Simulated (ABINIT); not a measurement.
**Run report: PtS$_{2}$, G0W0 calculation (part 2 of 3)**

PtS$_{2}$ (P-3m1, 3 atoms in the cell); Kohn-Sham DFT of a periodic cell, PBE, PseudoDojo NC SR PBE v0.4.1 standard, G0W0, no spin polarisation (ABINIT 10.8.3); cutoff 952.4 eV, 5×5×3 k-mesh, fixed occupations. The structure derives from an entry of the Crystallography Open Database.

Geometry of the input (Å; fractional positions):
```
3.5432  0.0000  0.0000
-1.7716  3.0685  0.0000
0.0000  0.0000  5.0388
Pt 0.0000  0.0000  0.0000
S  0.6667  0.3333  0.7730
S  0.3333  0.6667  0.2270
```

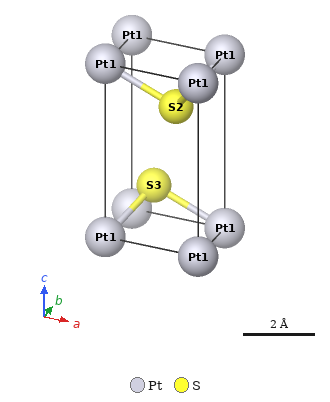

Fig. 1: The input geometry (ball-and-stick view of the cell of the calculation, seen slightly off an axis; atoms are numbered from 1 in the order of the input). An atom can appear more than once, as a periodic image.

## Output, continued
```
 ----iterations are completed or convergence reached----

 Mean square residual over all n,k,spin=   18.285E-17; max=  32.878E-15
 reduced coordinates (array xred) for    3 atoms
       0.000000000000      0.000000000000      0.000000000000
       0.666666666667      0.333333333333      0.773000000000
       0.333333333333      0.666666666667      0.227000000000
 rms dE/dt=  1.1040E-01; max dE/dt=  2.3419E-01; dE/dt below (all hartree)
    1       0.000000000000      0.000000000000      0.000000000000
    2       0.000000000000      0.000000000000      0.234188925249
    3       0.000000000000     -0.000000000000     -0.234188925249

 cartesian coordinates (angstrom) at end:
    1      0.00000000000000     0.00000000000000     0.00000000000000
    2      1.77160000000000     1.02283373691472     3.89499240000000
    3     -0.00000000000000     2.04566747382944     1.14380760000000

 cartesian forces (hartree/bohr) at end:
    1      0.00000000000000     0.00000000000000    -0.00000000000000
    2     -0.00000000000000    -0.00000000000000    -0.02459463408029
    3      0.00000000000000     0.00000000000000     0.02459463408029
 frms,max,avg= 1.1594022E-02 2.4594634E-02   0.000E+00  0.000E+00  0.000E+00 h/b

 cartesian forces (eV/Angstrom) at end:
    1      0.00000000000000     0.00000000000000    -0.00000000000000
    2     -0.00000000000000    -0.00000000000000    -1.26470693408975
    3      0.00000000000000     0.00000000000000     1.26470693408975
 frms,max,avg= 5.9618857E-01 1.2647069E+00   0.000E+00  0.000E+00  0.000E+00 e/A
 length scales=  6.695677609316  6.695677609316  9.521952003224 bohr
              =  3.543200000000  3.543200000000  5.038800000000 angstroms
 Fermi (or HOMO) energy (hartree) =   0.28020   Average Vxc (hartree)=  -0.40232
 Eigenvalues (hartree) for nkpt=  12  k points:
 kpt#   1, nband= 15, wtk=  0.01333, kpt=  0.0000  0.0000  0.0000 (reduced coord)
  -3.37700   -1.69353   -1.69353   -1.68724   -0.28754   -0.16800    0.02603    0.02603
   0.03099    0.13892    0.13892    0.21942    0.24259    0.24259    0.28020
 prteigrs : prtvol=0 or 1, do not print more k-points.

--- !EnergyTerms
iteration_state     : {dtset: 1, }
comment             : Components of total free energy in Hartree
kinetic             :  4.50539363335557E+01
hartree             :  4.46911927954397E+01
xc                  : -3.01658411136959E+01
Ewald energy        : -8.93083634648514E+01
psp_core            :  3.61727539916360E+00
local_psp           : -1.37621441731177E+02
non_local_psp       :  1.10347537600611E+01
total_energy        : -1.52698488021504E+02
total_energy_eV     : -4.15513753673046E+03
band_energy         : -1.53296228202325E+01
...

 Cartesian components of stress tensor (hartree/bohr^3)
  sigma(1 1)= -3.79876730E-04  sigma(3 2)=  0.00000000E+00
  sigma(2 2)= -3.79876730E-04  sigma(3 1)=  0.00000000E+00
  sigma(3 3)= -3.08723201E-04  sigma(2 1)=  0.00000000E+00

-Cartesian components of stress tensor (GPa)         [Pressure=  1.0479E+01 GPa]
- sigma(1 1)= -1.11763593E+01  sigma(3 2)=  0.00000000E+00
- sigma(2 2)= -1.11763593E+01  sigma(3 1)=  0.00000000E+00
- sigma(3 3)= -9.08295016E+00  sigma(2 1)=  0.00000000E+00

================================================================================
== DATASET  2 ==================================================================

--- !DatasetInfo
iteration_state: {dtset: 2, }
dimensions: {natom: 3, nkpt: 12, mband: 186, nsppol: 1, nspinor: 1, nspden: 1, mpw: 3671, }
cutoff_energies: {ecut:  35.0, pawecutdg:  -1.0, }
electrons: {nelect:   3.00000000E+01, charge:   0.00000000E+00, occopt:   1.00000000E+00, tsmear:   1.00000000E-02, }
meta: {optdriver: 0, ionmov: 0, optcell: 0, iscf: -2, paral_kgb: 0, }
...

 mkfilename : getden/=0, take file _DEN from output of DATASET   1.

 Exchange-correlation functional for the present dataset will be:
  GGA: Perdew-Burke-Ernzerhof functional - ixc=11
  J.P.Perdew, K.Burke, M.Ernzerhof, PRL 77, 3865 (1996)

 Real(R)+Recip(G) space primitive vectors, cartesian coordinates (Bohr,Bohr^-1):
 R(1)=  6.6956776  0.0000000  0.0000000  G(1)=  0.1493501  0.0862273  0.0000000
 R(2)= -3.3478388  5.7986269  0.0000000  G(2)=  0.0000000  0.1724546  0.0000000
 R(3)=  0.0000000  0.0000000  9.5219520  G(3)=  0.0000000  0.0000000  0.1050205
 Unit cell volume ucvol=  3.6969680E+02 bohr^3
 Angles (23,13,12)=  9.00000000E+01  9.00000000E+01  1.20000000E+02 degrees

 getcut: wavevector=  0.0000  0.0000  0.0000  ngfft=  36  36  54
         ecut(hartree)=     35.000   => boxcut(ratio)=   2.01887
--------------------------------------------------------------------------------

================================================================================
 Non-SCF case, kpt    1 (  0.00000  0.00000  0.00000), residuals and eigenvalues=
  7.08E-13  2.16E-13  2.57E-13  1.65E-13  3.00E-13  3.08E-13  1.26E-13  1.39E-13
  4.54E-13  2.21E-13  4.17E-13  2.73E-13  5.10E-13  7.55E-13  1.93E-13  1.48E-13
  3.22E-13  4.42E-13  6.14E-13  5.23E-13  8.91E-13  7.34E-14  1.58E-13  1.99E-13
  4.95E-13  1.33E-13  2.25E-13  6.39E-13  3.22E-13  8.48E-13  8.84E-13  8.62E-13
  1.54E-13  1.10E-13  4.82E-13  5.37E-13  1.25E-13  1.14E-13  7.04E-13  7.95E-13
  6.49E-13  4.73E-13  7.67E-14  7.72E-13  3.47E-13  1.54E-13  1.60E-13  1.25E-13
  7.99E-13  1.21E-13  2.38E-13  1.29E-13  8.12E-13  1.90E-13  1.53E-13  1.70E-13
  1.32E-13  6.94E-13  3.49E-13  9.79E-13  5.55E-13  2.67E-13  1.45E-13  1.67E-13
  2.75E-13  5.33E-13  7.25E-13  3.78E-13  3.50E-13  3.01E-13  2.46E-13  1.79E-13
  3.09E-14  3.27E-13  4.85E-13  5.84E-13  4.35E-13  5.23E-13  2.40E-13  1.23E-13
  2.20E-13  3.79E-14  5.21E-14  3.68E-14  2.07E-14  4.45E-14  5.57E-14  1.81E-13
  4.77E-14  2.43E-13  2.97E-14  8.14E-14  7.33E-14  6.37E-14  6.89E-13  7.53E-13
  2.84E-13  1.63E-13  9.95E-13  4.12E-13  1.37E-13  5.36E-13  2.39E-13  3.97E-13
  2.36E-13  7.20E-13  3.31E-13  2.61E-13  5.51E-13  3.16E-13  1.43E-13  2.23E-13
  6.69E-13  8.38E-13  8.33E-13  2.86E-13  2.09E-13  4.07E-13  9.31E-13  2.58E-13
  2.20E-13  3.20E-13  2.46E-13  3.39E-13  1.25E-13  4.27E-13  2.02E-13  6.83E-13
  2.34E-13  9.71E-13  6.81E-13  3.46E-13  6.53E-13  4.50E-13  5.27E-13  5.96E-13
  6.68E-13  6.87E-13  5.54E-13  5.64E-13  7.63E-13  3.17E-13  4.51E-13  6.89E-13
  9.77E-13  6.32E-13  5.05E-13  3.93E-13  3.82E-13  4.20E-13  6.55E-13  5.40E-13
  8.37E-13  5.74E-13  1.96E-13  3.77E-13  5.79E-13  8.56E-13  4.76E-13  8.56E-13
  4.18E-13  7.75E-13  3.32E-13  8.45E-13  7.57E-13  9.85E-13  4.65E-13  6.12E-13
  7.45E-13  4.09E-13  9.86E-13  3.28E-13  8.33E-13  2.06E-12  1.29E-11  7.00E-12
  1.24E-10  1.30E-09  9.30E-10  1.11E-07  7.07E-09  5.49E-07  7.08E-07  1.20E-05
  9.29E-05  4.35E-05
 -3.3770E+00 -1.6935E+00 -1.6935E+00 -1.6872E+00 -2.8754E-01 -1.6800E-01
  2.6029E-02  2.6029E-02  3.0988E-02  1.3892E-01  1.3892E-01  2.1942E-01
  2.4259E-01  2.4259E-01  2.8020E-01  3.7522E-01  3.7522E-01  4.6041E-01
  4.9644E-01  5.7334E-01  5.7334E-01  7.2335E-01  7.4619E-01  7.4619E-01
  7.7775E-01  7.7775E-01  7.8987E-01  7.8987E-01  8.0669E-01  8.3409E-01
  8.7055E-01  9.4104E-01  1.1164E+00  1.1164E+00  1.1526E+00  1.1747E+00
  1.2515E+00  1.2515E+00  1.2686E+00  1.2686E+00  1.3359E+00  1.3359E+00
  1.3907E+00  1.4188E+00  1.4188E+00  1.4958E+00  1.4958E+00  1.5007E+00
  1.5030E+00  1.5138E+00  1.5138E+00  1.6322E+00  1.7088E+00  1.7088E+00
  1.7402E+00  1.7441E+00  1.7983E+00  1.8560E+00  1.8560E+00  1.8787E+00
  1.8982E+00  1.9037E+00  1.9037E+00  1.9370E+00  1.9844E+00  1.9844E+00
  2.0012E+00  2.0012E+00  2.0176E+00  2.1307E+00  2.1350E+00  2.1350E+00
  2.1456E+00  2.2268E+00  2.2268E+00  2.2393E+00  2.2393E+00  2.2968E+00
  2.3037E+00  2.3163E+00  2.3163E+00  2.3288E+00  2.3288E+00  2.3619E+00
  2.3619E+00  2.4069E+00  2.4069E+00  2.4160E+00  2.4315E+00  2.4767E+00
  2.5236E+00  2.5270E+00  2.5494E+00  2.5494E+00  2.5984E+00  2.5984E+00
  2.6265E+00  2.6265E+00  2.6293E+00  2.6293E+00  2.6553E+00  2.7756E+00
  2.7798E+00  2.7798E+00  2.8116E+00  2.8991E+00  2.8991E+00  2.9241E+00
  2.9397E+00  3.0160E+00  3.0224E+00  3.0224E+00  3.0887E+00  3.0887E+00
  3.1127E+00  3.1243E+00  3.1243E+00  3.1563E+00  3.1673E+00  3.1988E+00
  3.1988E+00  3.2283E+00  3.2815E+00  3.2815E+00  3.3249E+00  3.3249E+00
  3.3779E+00  3.4369E+00  3.4369E+00  3.4450E+00  3.4450E+00  3.4534E+00
  3.4672E+00  3.5396E+00  3.5470E+00  3.5470E+00  3.5545E+00  3.5545E+00
  3.5570E+00  3.5857E+00  3.5932E+00  3.6363E+00  3.6363E+00  3.6508E+00
  3.7156E+00  3.7156E+00  3.7325E+00  3.7325E+00  3.7444E+00  3.8326E+00
  3.8548E+00  3.8618E+00  3.8618E+00  3.8921E+00  3.8921E+00  3.9025E+00
  3.9537E+00  3.9537E+00  3.9711E+00  3.9711E+00  4.0154E+00  4.0154E+00
  4.0380E+00  4.0671E+00  4.0809E+00  4.0892E+00  4.0892E+00  4.1420E+00
  4.1420E+00  4.1477E+00  4.1488E+00  4.1488E+00  4.1545E+00  4.1815E+00
  4.1815E+00  4.2066E+00  4.2066E+00  4.2207E+00  4.2400E+00  4.2400E+00
  4.2663E+00  4.2663E+00  4.2930E+00  4.2982E+00  4.3175E+00  4.3315E+00
 prteigrs : prtvol=0 or 1, do not print more k-points.

--- !ResultsGS
iteration_state: {dtset: 2, }
comment   : Summary of ground state results
lattice_vectors:
- [  6.6956776,   0.0000000,   0.0000000, ]
- [ -3.3478388,   5.7986269,   0.0000000, ]
- [  0.0000000,   0.0000000,   9.5219520, ]
lattice_lengths: [   6.69568,    6.69568,    9.52195, ]
lattice_angles: [ 90.000,  90.000, 120.000, ] # degrees, (23, 13, 12)
lattice_volume:   3.6969680E+02
convergence: {deltae:  0.000E+00, res2:  0.000E+00, residm:  9.981E-13, diffor:  0.000E+00, }
etotal    :  -1.52698488E+02
entropy   :   0.00000000E+00
fermie    :   2.80195612E-01
cartesian_stress_tensor: null
pressure_GPa: null
xred      :
- [  0.0000E+00,   0.0000E+00,   0.0000E+00, Pt]
- [  6.6667E-01,   3.3333E-01,   7.7300E-01,  S]
- [  3.3333E-01,   6.6667E-01,   2.2700E-01,  S]
cartesian_forces: null
force_length_stats: {min: null, max: null, mean: null, }
...

 Integrated electronic density in atomic spheres:
 ------------------------------------------------
 Atom  Sphere_radius  Integrated_density
    1        2.00000         14.49111891
    2        2.00000          3.92364903
    3        2.00000          3.92364903
================================================================================

 ----iterations are completed or convergence reached----

 Mean square residual over all n,k,spin=   42.809E-14; max=  99.811E-14
 reduced coordinates (array xred) for    3 atoms
       0.000000000000      0.000000000000      0.000000000000
       0.666666666667      0.333333333333      0.773000000000
       0.333333333333      0.666666666667      0.227000000000

 cartesian coordinates (angstrom) at end:
    1      0.00000000000000     0.00000000000000     0.00000000000000
    2      1.77160000000000     1.02283373691472     3.89499240000000
    3     -0.00000000000000     2.04566747382944     1.14380760000000
 length scales=  6.695677609316  6.695677609316  9.521952003224 bohr
              =  3.543200000000  3.543200000000  5.038800000000 angstroms
 Eigenvalues (hartree) for nkpt=  12  k points:
 kpt#   1, nband=186, wtk=  0.01333, kpt=  0.0000  0.0000  0.0000 (reduced coord)
  -3.37700   -1.69353   -1.69353   -1.68724   -0.28754   -0.16800    0.02603    0.02603
   0.03099    0.13892    0.13892    0.21942    0.24259    0.24259    0.28020    0.37522
   0.37522    0.46041    0.49644    0.57334    0.57334    0.72335    0.74619    0.74619
   0.77775    0.77775    0.78987    0.78987    0.80669    0.83409    0.87055    0.94104
   1.11641    1.11641    1.15257    1.17467    1.25148    1.25148    1.26864    1.26864
   1.33586    1.33586    1.39068    1.41884    1.41884    1.49584    1.49584    1.50071
   1.50299    1.51379    1.51379    1.63224    1.70881    1.70881    1.74015    1.74406
   1.79831    1.85599    1.85599    1.87875    1.89819    1.90374    1.90374    1.93704
   1.98440    1.98440    2.00115    2.00115    2.01758    2.13074    2.13498    2.13498
   2.14555    2.22677    2.22677    2.23929    2.23929    2.29684    2.30368    2.31629
   2.31629    2.32876    2.32876    2.36190    2.36190    2.40691    2.40691    2.41598
   2.43151    2.47668    2.52356    2.52698    2.54942    2.54942    2.59842    2.59842
   2.62646    2.62646    2.62933    2.62933    2.65529    2.77563    2.77978    2.77978
   2.81155    2.89906    2.89906    2.92413    2.93971    3.01595    3.02241    3.02241
   3.08868    3.08868    3.11269    3.12428    3.12428    3.15625    3.16726    3.19878
   3.19878    3.22835    3.28153    3.28153    3.32491    3.32491    3.37789    3.43695
   3.43695    3.44497    3.44497    3.45341    3.46718    3.53962    3.54696    3.54696
   3.55447    3.55447    3.55699    3.58573    3.59320    3.63628    3.63628    3.65076
   3.71564    3.71564    3.73246    3.73246    3.74441    3.83258    3.85484    3.86176
   3.86176    3.89207    3.89207    3.90248    3.95365    3.95365    3.97105    3.97105
   4.01537    4.01537    4.03801    4.06705    4.08094    4.08922    4.08922    4.14199
   4.14199    4.14775    4.14884    4.14884    4.15453    4.18148    4.18148    4.20656
   4.20656    4.22073    4.24001    4.24001    4.26634    4.26634    4.29297    4.29816
   4.31751    4.33147
 prteigrs : prtvol=0 or 1, do not print more k-points.

================================================================================
== DATASET  3 ==================================================================

--- !DatasetInfo
iteration_state: {dtset: 3, }
dimensions: {natom: 3, nkpt: 12, mband: 170, nsppol: 1, nspinor: 1, nspden: 1, mpw: 1708, }
cutoff_energies: {ecut:  21.0, pawecutdg:  -1.0, }
electrons: {nelect:   3.00000000E+01, charge:   0.00000000E+00, occopt:   1.00000000E+00, tsmear:   1.00000000E-02, }
meta: {optdriver: 3, gwcalctyp: 0, }
...

 mkfilename : getwfk/=0, take file _WFK from output of DATASET   2.

 Exchange-correlation functional for the present dataset will be:
  GGA: Perdew-Burke-Ernzerhof functional - ixc=11
  J.P.Perdew, K.Burke, M.Ernzerhof, PRL 77, 3865 (1996)

 SCREENING: Calculation of the susceptibility and dielectric matrices

 Based on a program developped by R.W. Godby, V. Olevano, G. Onida, and L. Reining.
 Incorporated in ABINIT by V. Olevano, G.-M. Rignanese, and M. Torrent.

 Real(R)+Recip(G) space primitive vectors, cartesian coordinates (Bohr,Bohr^-1):
 R(1)=  6.6956776  0.0000000  0.0000000  G(1)=  0.1493501  0.0862273  0.0000000
 R(2)= -3.3478388  5.7986269  0.0000000  G(2)=  0.0000000  0.1724546  0.0000000
 R(3)=  0.0000000  0.0000000  9.5219520  G(3)=  0.0000000  0.0000000  0.1050205
 Unit cell volume ucvol=  3.6969680E+02 bohr^3
 Angles (23,13,12)=  9.00000000E+01  9.00000000E+01  1.20000000E+02 degrees

--- Pseudopotential description ------------------------------------------------
- pspini: atom type   1  psp file is ./Pt.upf
  78.00000  18.00000  171031                  znucl, zion, pspdat
12 -101130 3 -1 1374                          pspcod,pspxc,lmax,lloc,mmax
     nproj     2     2     2     2

- pspini: atom type   2  psp file is ./S.upf
  16.00000   6.00000  171031                  znucl, zion, pspdat
12 -101130 2 -1 1146                          pspcod,pspxc,lmax,lloc,mmax
     nproj     2     2     2     0
```
